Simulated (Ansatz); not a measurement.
```
Ba S
1.0
     6.41561    0.00000    0.00000
     0.00000    6.41561    0.00000
     0.00000    0.00000    6.41561
Ba S
4 4
Cartesian
  0.0000 0.0000 0.0000
  3.2078 3.2078 0.0000
  3.2078 0.0000 3.2078
  0.0000 3.2078 3.2078
  3.2078 0.0000 0.0000
  0.0000 3.2078 0.0000
  0.0000 0.0000 3.2078
  3.2078 3.2078 3.2078
```

Space group Fm-3m; changed on purpose from its base cell (Ca replaced by Ba, lengths x 1.083, strained and moved within the space group).

Theory: DFT PBEsol, scalar-relativistic, plane waves, PAW in Ansatz 0.2.0.

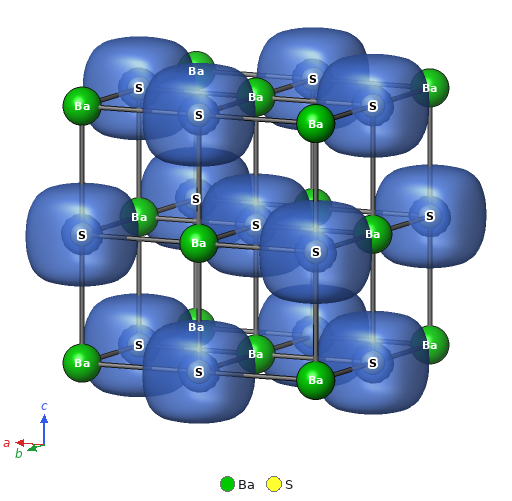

BaS. Isosurface of the electron localisation function at 0.65 (blue), seen at an oblique angle. Only the valence region is drawn (cores and ρ < 0.01 e/Å³ removed). Sticks mark near contacts.

Core electrons are frozen (PAW), and the valence fields are smoothed inside the atomic spheres.

What do the ELF domains correspond to?

The ELF exceeds this value in four regions wrapped around S (the valence shell of each), counted in one cell of 8 atoms. Any copies at cell faces, edges or corners count once. Along the contacts the grid gives the following. Ba–S (3.21 Å): the ELF peaks at about 0.85 in the valence shell of S, 0.8 Å from its nucleus, and drops to about 0.15 between the two atoms; a largely ionic contact.

Does the calculation give a band gap?

It is gapped, with a Kohn–Sham gap of 2.1 eV on the k-point mesh (the band edges may lie off the mesh, which would make the gap smaller).
